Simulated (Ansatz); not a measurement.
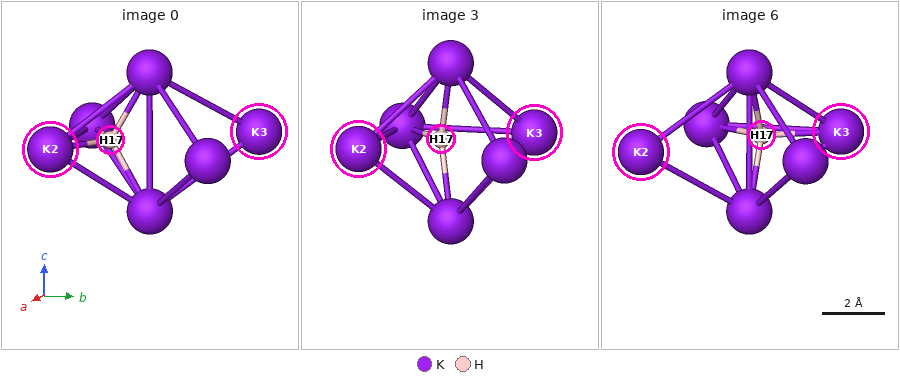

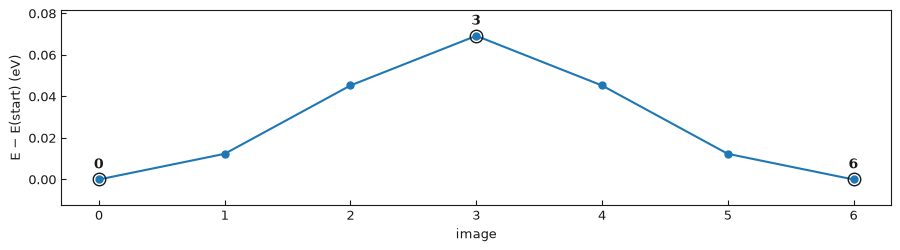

A nudged-elastic-band calculation for a defect cell of composition K16H (17 atoms in the cell). Images are numbered from 0 (start) to 6 (end). Style: ball-and-stick. Shown: the atoms within 5.1 Å of the middle of the path, slightly off an axis. The atoms that move most are ringed. Bonds to atoms that aren't drawn are left out.

Level of theory: DFT PBE, scalar-relativistic, plane waves, PAW in Ansatz 0.2.0. Set-up: plane-wave cutoff 420 eV; k-point mesh 2 × 2 × 2; Gaussian smearing 0.1 eV; 5 movable images; climbing image.

What happens along the path, and what is the barrier?

The barrier is about 0.069 eV in both directions, with image 3 at the top; the ends have the same energy. The H atom travels furthest, 1.86 Å from end to end, along [−1 1 0], on a path that bends up to 0.36 Å away from the straight line. At the highest image its nearest neighbour (K) is 2.68 Å away, against 2.64 Å at the start, and the surrounding atoms stand up to 0.53 Å off the mean of their end positions. The band converged in 7 iterations. The largest component of the band force went from 0.15 to 0.05 eV/Å. The climbing image converged on the top of the path. Its curvatures weren't checked.

Cost: 5 min on 4 threads of Intel(R) Xeon(R) Platinum 8488C (Sapphire Rapids), with other jobs on the host, peak memory 4 GiB.
